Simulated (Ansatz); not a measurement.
W₂₂S₄₃ (cell charge −1, with a compensating background) (cell with a defect), 65 atoms, a = 8.43 Å, b = 11.49 Å, c = 14.87 Å, α = 90.00°, β = 90.00°, γ = 93.00°.

Spin-polarised.

Method: DFT PBE, scalar-relativistic, plane waves, PAW (Ansatz).

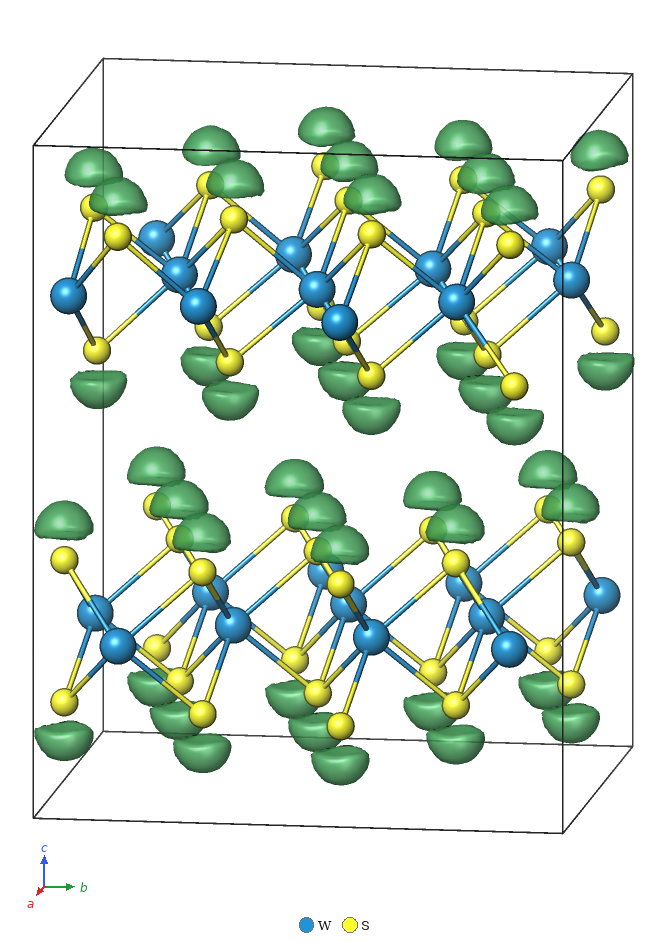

W₂₂S₄₃ (cell charge −1, with a compensating background) (cell with a defect). Isosurface of the ELF at 0.9 (green), seen slightly off an axis. Only the valence region is drawn (cores and ρ < 0.01 e/Å³ removed). Sticks mark near contacts.

**What do the ELF domains correspond to?**

The surface consists of 43 lobes on S, pointing away from the bonds (lone pairs), counted in one cell of 65 atoms. Regions shared between cells count once. Along the contacts the grid gives the following. W–S (2.39 Å): the ELF peaks at about 0.85 in the valence shell of S, 0.8 Å from its nucleus, and is about 0.50 at the midpoint. W–S (2.43 Å): the ELF peaks at about 0.85 in the valence shell of S, 0.8 Å from its nucleus, and is about 0.50 at the midpoint.
